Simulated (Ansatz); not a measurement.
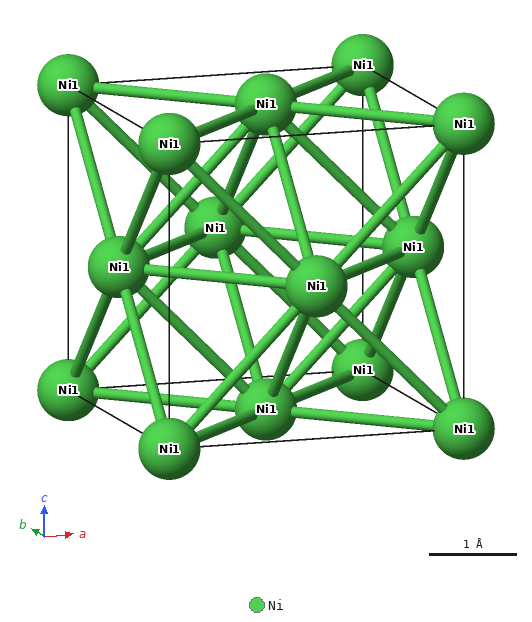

Figure 1. The structure (ball-and-stick view of the cell 4 times as large as that of the calculation, set on its symmetry axes, seen slightly off an axis; atoms are numbered from 1 in the order of the input).

# What a change does: single-point calculation on Ni

System: Ni (Fm-3m, 1 atom in the cell).
Method of run 1: DFT with PBE, PAW plane waves, no spin polarisation (Ansatz 0.2.0).

The structure is a generated one, with these elements put on the sites of a known structure type; it need not be a known phase. Text and figures count atoms from 1; the logs count them from 0 in places.

### The input, run 1
```yaml
crystal:
  lattice:
    - [0.0, 1.793832, 1.793832]
    - [1.793832, 0.0, 1.793832]
    - [1.793832, 1.793832, 0.0]
  atoms:
    - { symbol: Ni, position: [0.0, 0.0, 0.0] }
  symmetry: { tolerance: 0.0003 }
kpoints:
  mp_grid: { grid: [8, 8, 8], shift: [0, 0, 0] }
magnetization:
  spin_polarized: false
scf:
  occupations: { method: cold, width: 0.041 }
hamiltonian:
  pseudopotentials: { kind: paw }
  xc: pbe
basis:
  ecutwfc: 420
output:
  forces: true
  stress: true
  eigenvalues: true
  write_density: true
  write_potential: true
  elf: true
  volumetric_format: npy
```

Command:
```bash
ansatz run input.yaml --threads 1 --pin off --max-ram 2560MiB --backend cpu --events-out ev --progress --plain --runs-dir out
```

Hardware: 1 thread of Intel Xeon (Granite Rapids), 64 GiB of memory available, shared host.

### Output, shortened to warnings, some set-up lines, iterations and results (run 1)
```
Basis set: ecut = 420 eV, 229 PW (Γ), exchange–correlation on 36×36×36 points (8 copies of the dense FFT grid, shifted against one another)
Symmetry: 48 space group operations
k-points: 29 of 512
Initial density: superposition of atomic densities (neutral atoms: chi_scale 0, normalization atom), corrected by the library's trained network
[...]
SCF iter   1: F=—  HF=-5839.606870 eV  |F-HF|=—  |Δ(HF+E_count)|=         —  Δρ=6.32e-3  dr2=2.53e-3  ethr=1.77e-3  ⟨swp⟩=5.9  Hψ=2035  notcnv=0
SCF iter   2: F=—  HF=-5839.606488 eV  |F-HF|=—  |Δ(HF+E_count)|=   3.82e-4  S|Δr|=    0.00e0  Δρ=1.22e-3  dr2=7.94e-5  ethr=1.40e-5  ⟨swp⟩=1.1  Hψ=619  notcnv=0
SCF iter   3: F=—  HF=-5839.606497 eV  |F-HF|=—  |Δ(HF+E_count)|=   9.17e-6  S|Δr|=    0.00e0  Δρ=2.47e-4  dr2=1.65e-6  ethr=4.41e-7  ⟨swp⟩=1.7  Hψ=445  notcnv=0
SCF iter   4: F=—  HF=-5839.606501 eV  |F-HF|=—  |Δ(HF+E_count)|=   3.74e-6  S|Δr|=    0.00e0  Δρ=5.88e-5  dr2=2.12e-7  ethr=5.56e-10  ⟨swp⟩=9.6  Hψ=2916  notcnv=0
SCF iter   5: F=-5839.606501 eV  HF=-5839.606501 eV  |F-HF|=8.67e-9  |Δ(HF+E_count)|=   1.31e-8  S|Δr|=    0.00e0  Δρ=1.11e-5  dr2=7.61e-9  ethr=5.56e-10  ⟨swp⟩=8.2  Hψ=2236  …
SCF 1 converged in 5 iterations: F = -5839.606501 eV  dr2 = 7.61e-9
SCF converged after 5 iterations
Stability not checked: this state was not tested for a lower state beside it, because cold or Methfessel-Paxton smearing, or corrected tetrahedra, fill the levels in a way that the test cannot read (fill_not_monotonic; see scf.lower_state_search)
Free energy (F): -5839.606501 eV
Harris-Foulkes:  -5839.606501 eV  (|F-HF|=8.67e-9)
Internal energy: -5839.604942 eV  (E = F + TS)
E sigma→0 (E₀):  -5839.605982 eV
Entropy (-TS):   -0.001559 eV (-1.559 meV/atom)
Fermi energy:    16.659619 eV
--- Per-component energies (eV) ---
  E_band       = -305.374737
  E_kinetic    = 281.146022
  E_local      = -3534.975802  (includes V_loc(G=0)·N_el)
  E_nonlocal   = 636.329524
  E_hartree    = 1473.545097
  E_xc         = -84.189070
  E_vxc        = -108.519355  (∫ρ·V_xc dr)
  E_paw        = -1630.328394  (= ΣΔE_a)
  E_vpaw       = -526.439066  (= ΣTr[D̂ρ^β])
  E_aug_tail   = 0.000509  (compensation charges beyond the density's cutoff)
  E_ewald      = -2981.132828
  E_smearing   = -0.001559  (= −TS)
  E_closure    = 0.000000  (closes the sum)
  Σ components = -5839.606501   (vs F -5839.606501, Δ=0.00e0)
--- Forces (eV/Å), atoms counted from 1 ---
  atom   1  Ni    -0.00000000     0.00000000     0.00000000
  max |Σ_I F_I| component: 1.07e-31 eV/Å
--- Stress (GPa, compression-positive) ---
      -11.093562       0.000000       0.000000
       -0.000000     -11.093562       0.000000
       -0.000000       0.000000     -11.093562
  P = ⅓ Tr σ = -11.0936 GPa (-110.936 kbar)
```

The input of run 2 differs as follows (lines with − go, lines with + come):
```diff
+  mixing: { preconditioner: local_kerker }
-  xc: pbe
+  xc: revpbe
-  write_density: true
-  write_potential: true
-  elf: true
-  volumetric_format: npy
```

Predict how the results change.

The total energies belong to different methods, so their difference says nothing on which is more stable or more accurate. The pressure goes from −11.09 to −7.42 GPa. The functional changes from PBE to revPBE. Along LDA, PBEsol, PBE and RPBE the binding weakens and the preferred volume grows, so the same cell is under more pressure with the later ones. The SCF takes 6 iterations against 5.

### Output, shortened to warnings, some set-up lines, iterations and results (run 2)
```
Basis set: ecut = 420 eV, 229 PW (Γ), exchange–correlation on 36×36×36 points (8 copies of the dense FFT grid, shifted against one another)
Symmetry: 48 space group operations
k-points: 29 of 512
Initial density: superposition of atomic densities (neutral atoms: chi_scale 0, normalization atom), corrected by the library's trained network
[...]
SCF iter   1: F=—  HF=-5843.190928 eV  |F-HF|=—  |Δ(HF+E_count)|=         —  Δρ=4.37e-3  dr2=7.22e-4  ethr=1.77e-3  ⟨swp⟩=5.9  Hψ=2027  notcnv=0
SCF iter   2: F=—  HF=-5843.191055 eV  |F-HF|=—  |Δ(HF+E_count)|=   1.26e-4  S|Δr|=    0.00e0  Δρ=4.55e-3  dr2=1.39e-3  ethr=4.01e-6  ⟨swp⟩=2.1  Hψ=947  notcnv=0
SCF iter   3: F=—  HF=-5843.190877 eV  |F-HF|=—  |Δ(HF+E_count)|=   1.78e-4  S|Δr|=    0.00e0  Δρ=1.11e-3  dr2=3.33e-5  ethr=4.01e-6  ⟨swp⟩=2.1  Hψ=527  notcnv=0
SCF iter   4: F=—  HF=-5843.190891 eV  |F-HF|=—  |Δ(HF+E_count)|=   1.37e-5  S|Δr|=    0.00e0  Δρ=5.50e-4  dr2=1.54e-5  ethr=1.85e-7  ⟨swp⟩=1.7  Hψ=415  notcnv=0
SCF iter   5: F=—  HF=-5843.190889 eV  |F-HF|=—  |Δ(HF+E_count)|=   1.56e-6  S|Δr|=    0.00e0  Δρ=6.28e-5  dr2=2.39e-7  ethr=8.57e-8  ⟨swp⟩=2.5  Hψ=520  notcnv=0
SCF iter   6: F=-5843.190889 eV  HF=-5843.190889 eV  |F-HF|=7.88e-8  |Δ(HF+E_count)|=   4.51e-9  S|Δr|=    0.00e0  Δρ=3.85e-5  dr2=9.44e-8  ethr=5.56e-10  ⟨swp⟩=4.9  Hψ=1575  …
SCF 1 converged in 6 iterations: F = -5843.190889 eV  dr2 = 9.44e-8
SCF converged after 6 iterations
Stability not checked: this state was not tested for a lower state beside it, because cold or Methfessel-Paxton smearing, or corrected tetrahedra, fill the levels in a way that the test cannot read (fill_not_monotonic; see scf.lower_state_search)
Free energy (F): -5843.190889 eV
Harris-Foulkes:  -5843.190889 eV  (|F-HF|=7.88e-8)
Internal energy: -5843.189334 eV  (E = F + TS)
E sigma→0 (E₀):  -5843.190371 eV
Entropy (-TS):   -0.001555 eV (-1.555 meV/atom)
Fermi energy:    16.763472 eV
--- Per-component energies (eV) ---
  E_band       = -303.998766
  E_kinetic    = 280.965449
  E_local      = -3535.411742  (includes V_loc(G=0)·N_el)
  E_nonlocal   = 636.326475
  E_hartree    = 1474.452617
  E_xc         = -84.189632
  E_vxc        = -108.423807  (∫ρ·V_xc dr)
  E_paw        = -1634.168720  (= ΣΔE_a)
  E_vpaw       = -526.384874  (= ΣTr[D̂ρ^β])
  E_aug_tail   = 0.000529  (compensation charges beyond the density's cutoff)
  E_ewald      = -2981.132828
  E_core_change = -0.031482  (= ΣΔE_core)
  E_smearing   = -0.001555  (= −TS)
  E_closure    = -0.000000  (closes the sum)
  Σ components = -5843.190889   (vs F -5843.190889, Δ=0.00e0)
--- Forces (eV/Å), atoms counted from 1 ---
  atom   1  Ni     0.00000000     0.00000000    -0.00000000
  max |Σ_I F_I| component: 8.22e-33 eV/Å
--- Stress (GPa, compression-positive) ---
       -7.424420       0.000000      -0.000000
        0.000000      -7.424420       0.000000
        0.000000      -0.000000      -7.424420
  P = ⅓ Tr σ = -7.4244 GPa (-74.244 kbar)
```

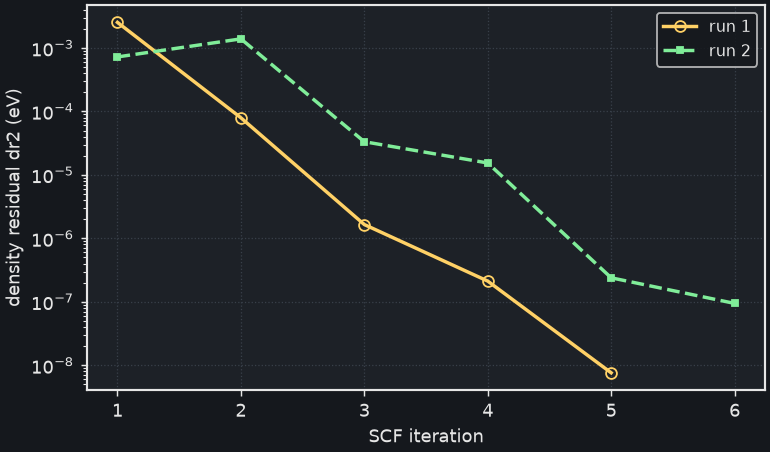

Figure 2. Convergence of the two runs: density residual dr2 against the SCF iteration. Run 1 takes 5 iterations in all, and run 2 takes 6.

### The two runs side by side

| quantity | run 1 | run 2 |
| --- | --- | --- |
| outcome | converged | converged |
| free energy per atom (eV) | −5839.6065 | −5843.1909 |
| energy per atom, smearing taken to zero (eV) | −5839.6060 | −5843.1904 |
| pressure (GPa) | −11.09 | −7.42 |
| largest force (eV/Å) | 0.000 | 0.000 |
| SCF iterations | 5 | 6 |
| irreducible k-points | 29 | 29 |
| plane waves at Γ | 229 | 229 |

For both runs: The run has no spin polarisation, so a magnetic state may lie lower. For run 1: The cell is under a tension of 11.1 GPa at this level, so it is not at its equilibrium volume. For run 2: The cell is under a tension of 7.4 GPa at this level, so it is not at its equilibrium volume.
